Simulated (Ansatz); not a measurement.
Field-gradient calculation of Sb

System: Sb (1 atom in the cell).
Method: DFT, PBEsol, PAW with Ansatz's default frozen-core files, scalar-relativistic, no spin polarisation (Ansatz 0.2.0).

The structure derives from an entry of the Crystallography Open Database. Its volume is 0.98 times that of the source entry. It belongs to a series of runs on one base structure; here: volume scaled by 0.98, PAW files.

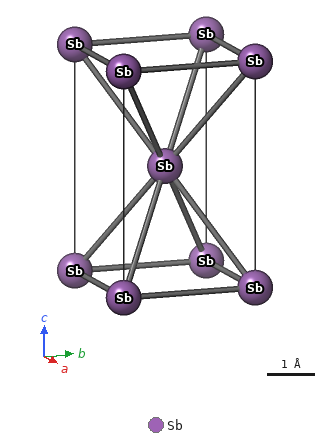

Figure 1. The structure (ball-and-stick view of the cell 2 times as large as that of the calculation, set on its symmetry axes, seen slightly off an axis).

**Summary**

| quantity | value |
| --- | --- |
| outcome | converged |
| space group (tolerance 0.01 Å) | I4/mmm (139) |
| electrons treated | 15 |
| free energy | −6407.6296 eV |
| Fermi energy | 15.104 eV |
| pressure | 17.91 GPa |
| field gradient V_zz (10²¹ V/m²) | Sb 3.96 |
| largest force (length of the vector) | under 0.001 eV/Å |
| hardware | 1 thread of Intel Xeon (Sapphire Rapids), 64 GiB of memory available, shared host |
| wall time | 12 s |
| peak memory | 0.54 GiB |

Warnings of the run: the field gradients leave out spin–orbit coupling; the k-point mesh lowers the symmetry that the run can use. The cell is under a pressure of 17.9 GPa at this level, so it is not at its equilibrium volume.

**The input**
```yaml
crystal:
  lattice:
    - [-1.4948990245, 1.4948990245, 2.4633552032]
    - [1.4948990245, -1.4948990245, 2.4633552032]
    - [1.4948990245, 1.4948990245, -2.4633552032]
  atoms:
    - { symbol: Sb, position: [0.0, 0.0, 0.0] }
kpoints:
  mp_grid: { grid: [13, 13, 15] }
scf:
  occupations: { method: fermi_dirac, width: 0.03 }
hamiltonian:
  xc: pbesol
  pseudopotentials: { kind: paw }
output:
  forces: true
  stress: true
  eigenvalues: true
  efg: { contact_densities: true }
  write_density: true
  write_potential: true
  elf: true
  volumetric_format: npy
```

Launched with:
```bash
ansatz run input.yaml --threads 1 --pin off --max-ram 3072MiB --backend cpu --events-out ev --progress --plain --runs-dir out
```

**What the program printed**
```
Warning: crystal.symmetry: narrowed to the stabiliser of the k-point mesh — unitary ops 16 → 4; excluded 12 operations that carry a point of the 13×13×15 mesh (shift [0, 0, 0]) off the mesh (the run samples exactly the mesh kpoints.mp_grid names, as under crystal.symmetry.detect: false, and its converged state has the mesh's symmetry, not the crystal's; ε∞, the Born charges and the force constants of a linear response (`dielectric:` by the response, `phonons.method: dfpt`) are averaged over those of the crystal's operations that the state keeps within a tolerance, where `mesh_tensors`, `unaveraged_element` or `gamma_mean_max_change_ev_ang2` stands beside them; a row that `dielectric.field_direction` solves alone is averaged likewise, with nothing beside; a Γ-centred mesh of equal divisions is mapped onto itself by every operation and keeps the whole group, as does a half-shifted one under kpoints.further_shifts: images)
Sb: output.efg is read without spin–orbit coupling, which moves field gradients at and beside such atoms by some per cent and up to a factor of two; PAW files take it under magnetization.noncollinear and magnetization.spin_orbit
Engine: ansatz 0.2.0, x86_64-unknown-linux-gnu
Pseudopotentials: kind: paw
Pseudopotential: Sb, paw, valence charge 15, recommended cutoff 420 eV (normal), Sb.paw.azcp
Functional definition: PBEsol
  exchange = pbesol_x
  correlation = pbesol_c
Crystal: 1 atoms, lattice volume = 22.020 Å³
Basis set: ecut = 420 eV, 413 PW (Γ), exchange–correlation on 48×48×48 points (8 copies of the dense FFT grid, shifted against one another)
Bands: 12, of which v1, the nominal top of the filled ones, is band 8 counted from 1 (7 counted from 0)
Symmetry: 4 space group operations
k-points: 686 of 2535
Non-local potential: Sb, projectors of the file, l = 0: 2, l = 1: 2, l = 2: 2, l = 3: 2
PAW form: soft (Blöchl's): semilocal exchange-correlation on the pseudo side does not see the compensation charge
PAW frozen core: Sb, regenerated for the run's functional, and the local potential with it (the file was generated under x = pbe(κ = 0.804, μ = 0.2195149727645171), c = pbe(β = 0.06672455060314922))
PAW one-centre angular grid: Sb, 590 points (default); XC on 64 Gauss nodes
Initial density: superposition of atomic densities (neutral atoms: chi_scale 0, normalization atom), corrected by the library's trained network
Initial wavefunctions: pseudopotential atomic-orbital guess
Functional: x = pbesol(κ = 0.804, μ = 0.12345679012345678), c = pbesol(β = 0.046)
SCF iter   1: F=—  HF=-6407.630627 eV  |F-HF|=—  |Δ(HF+E_count)|=         —  Δρ=3.56e-3  dr2=1.35e-3  ethr=1.77e-3  ⟨swp⟩=6.0  Hψ=49785  notcnv=0
preconditioner: auto → Kerker (q_TF=auto, 2.559 Å⁻¹)  [metal: Δε(μ)=0.008 eV  Ē_g=29.454 eV  σ=0.030 eV  W_gap=0.07  n_scr=10 (ndim 8)  ℏωp=30.6 eV  f_vac=0.000  D(μ)=0.67/eV (n_scr^D=0)]
SCF iter   2: F=—  HF=-6407.629749 eV  |F-HF|=—  |Δ(HF+E_count)|=   8.79e-4  Δρ=2.00e-3  dr2=4.93e-4  ethr=9.00e-6  ⟨swp⟩=1.8  Hψ=14608  notcnv=0  defer=1
SCF iter   3: F=—  HF=-6407.629615 eV  |F-HF|=—  |Δ(HF+E_count)|=   1.34e-4  Δρ=2.87e-4  dr2=1.46e-5  ethr=3.28e-6  ⟨swp⟩=2.1  Hψ=12804  notcnv=0  defer=1
SCF iter   4: F=—  HF=-6407.629611 eV  |F-HF|=—  |Δ(HF+E_count)|=   3.42e-6  Δρ=2.21e-4  dr2=8.21e-6  ethr=9.70e-8  ⟨swp⟩=2.0  Hψ=13126  notcnv=0  defer=1
SCF iter   5: F=—  HF=-6407.629606 eV  |F-HF|=—  |Δ(HF+E_count)|=   5.44e-6  Δρ=6.65e-5  dr2=9.88e-7  ethr=5.48e-8  ⟨swp⟩=2.4  Hψ=13324  notcnv=0  defer=1
SCF iter   6: F=-6407.629605 eV  HF=-6407.629605 eV  |F-HF|=3.67e-8  |Δ(HF+E_count)|=   6.15e-7  Δρ=1.30e-5  dr2=3.81e-8  ethr=6.67e-10  ⟨swp⟩=7.5  Hψ=51553  notcnv=0
SCF 1 converged in 6 iterations: F = -6407.629605 eV  dr2 = 3.81e-8
  greatest PAW one-centre occupation: 0.997 electrons in one spin orbital (limit 2), on the Sb atom at site 0 (counted from 0), in its partial waves of l = 2
```

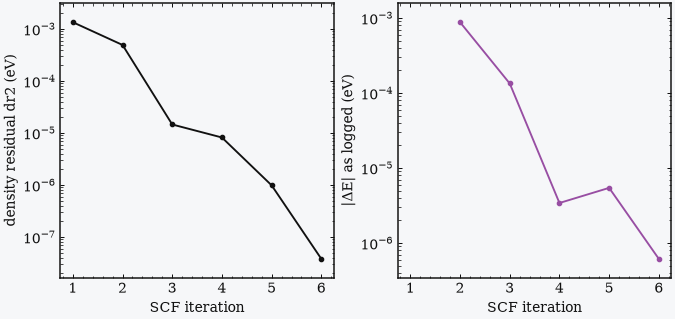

Figure 2. Convergence of the self-consistent field: density residual dr2 and size of the energy change against the SCF iteration. The residual falls at every step.

```
SCF converged after 6 iterations
Free energy (F): -6407.629605 eV
Harris-Foulkes:  -6407.629605 eV  (|F-HF|=3.67e-8)
Internal energy: -6407.627690 eV  (E = F + TS)
E sigma→0 (E₀):  -6407.628647 eV
Entropy (-TS):   -0.001916 eV (-1.916 meV/atom)
Fermi energy:    15.104104 eV
--- Per-component energies (eV) ---
  E_band       = -96.543811
  E_kinetic    = 211.058019
  E_local      = -1273.469627  (includes V_loc(G=0)·N_el)
  E_nonlocal   = 364.312255
  E_hartree    = 597.124752
  E_xc         = -139.552351
  E_vxc        = -99.306504  (∫ρ·V_xc dr)
  E_paw        = -4499.375863  (= ΣΔE_a)
  E_vpaw       = -493.395835  (= ΣTr[D̂ρ^β])
  E_aug_tail   = -0.000002  (compensation charges beyond the density's cutoff)
  E_ewald      = -1668.056729
  E_core_change = 0.331857  (= ΣΔE_core)
  E_smearing   = -0.001916  (= −TS)
  E_closure    = -0.000000  (closes the sum)
  Σ components = -6407.629605   (vs F -6407.629605, Δ=0.00e0)
--- Forces (eV/Å), atoms counted from 1 ---
  atom   1  Sb     0.00000000     0.00000000     0.00000000
  max |Σ_I F_I| component: 1.97e-31 eV/Å
--- Stress (GPa, compression-positive) ---
       18.864348       0.189573      -0.155160
        0.189573      18.864348      -0.155160
       -0.155160      -0.155160      16.015112
  P = ⅓ Tr σ = 17.9146 GPa (179.146 kbar)
--- PAW observables at the nuclei: V_zz in 10²¹ V/m², potentials from the cell's mean, atoms counted from 1 ---
  atom   1  Sb V_zz =    +3.958124   η = 0.2090   by run symmetry: allowed
            electrostatic potential = -8415.749549 V   contact ρ = 1348210.840319 e/Å³
--- Band table (eV; the first three rows and the last of 686) ---
  k-point 0: bands = ["-14.3824", "-14.2756", "-14.2511", "-14.2492", "-14.1590", "0.3657", "21.7592", "21.9983", "22.0012", "25.4388", "26.1294", "27.1457"]
  k-point 1: bands = ["-14.3686", "-14.2707", "-14.2538", "-14.2475", "-14.1641", "0.5221", "21.0549", "21.2036", "21.4378", "24.3656", "26.6012", "27.2631"]
  k-point 2: bands = ["-14.3293", "-14.2668", "-14.2577", "-14.2373", "-14.1781", "0.9918", "19.4014", "19.9887", "20.1875", "22.9741", "26.8472", "27.6129"]
  k-point 685: bands = ["-14.4240", "-14.3166", "-14.1336", "-14.1294", "-14.1289", "5.8999", "8.2819", "16.0207", "17.1889", "21.2557", "22.4722", "36.5207"]
```

**File v_z.tsv**
```
# z_ang	v_es[eV]	v_tot[eV]
# format = ansatz-planar-average/11
# xc	pbesol
# density_cutoff_ev	1680
# datasets	Sb=:simpson_from_first_knot:soft:shift=-1269804
# lattice	-1.494899025	1.494899025	2.463355203
# lattice	1.494899025	-1.494899025	2.463355203
# lattice	1.494899025	1.494899025	-2.463355203
# sites	1
# site	51	0.000000000	0.000000000	0.000000000
0.000000	5.825811e0	-6.739342e0
0.135257	5.886015e0	-6.640739e0
0.270513	6.067035e0	-6.346411e0
0.405770	6.369720e0	-5.860671e0
0.541027	6.794801e0	-5.192610e0
0.676284	7.341559e0	-4.360120e0
0.811540	8.005457e0	-3.390843e0
0.946797	8.772752e0	-2.324174e0
1.082054	9.611981e0	-1.217129e0
1.217311	1.046395e1	-1.479355e-1
1.352567	1.123453e1	7.821109e-1
1.487824	1.178972e1	1.437006e0
1.623081	1.199404e1	1.675883e0
1.758338	1.178972e1	1.437006e0
1.893594	1.123453e1	7.821109e-1
2.028851	1.046395e1	-1.479355e-1
2.164108	9.611981e0	-1.217129e0
2.299364	8.772752e0	-2.324174e0
2.434621	8.005457e0	-3.390843e0
2.569878	7.341559e0	-4.360120e0
2.705135	6.794801e0	-5.192610e0
2.840391	6.369720e0	-5.860671e0
2.975648	6.067035e0	-6.346411e0
3.110905	5.886015e0	-6.640739e0
```

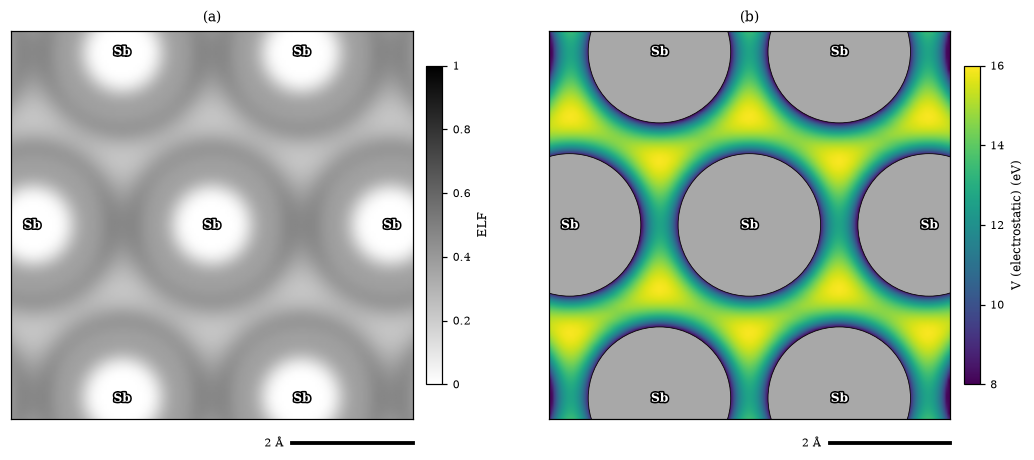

Figure 3. (a) ELF; (b) electrostatic potential (local pseudopotential plus Hartree) felt by an electron on the (011̄) plane of the conventional cell. Grey discs, where drawn, cover atomic cores. Sb–Sb (2.99 Å): the ELF is about 0.45 at the midpoint, as expected for nearly free electrons, as in a simple metal. Sb–Sb (3.25 Å): the ELF is about 0.30 at the midpoint; no shared electron pair. Outside the cores the potential energy rises away from the atoms and is highest about 1.8 Å from the nearest atoms; outside the discs it spans about 8 eV, and its zero is arbitrary. In a PAW calculation such maps are meaningful between the atoms, not at the nuclei.

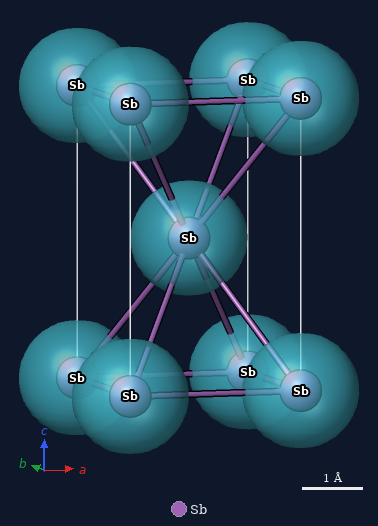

Figure 4. Isosurface of the valence electron density at 0.6 e/Å³ (cyan), seen slightly off an axis. Sticks mark near contacts. The outline is the cell set on symmetry axes. At this value the density breaks into separate islands; it holds about 70 % of the electrons treated as valence (semicore included). It is pinched off along the Sb–Sb (2.99 Å) and Sb–Sb (3.25 Å) contacts. On the grid the lowest density along these lines, outside the cores, is 0.28 e/Å³ (Sb–Sb, 2.99 Å) and 0.19 e/Å³ (Sb–Sb, 3.25 Å).
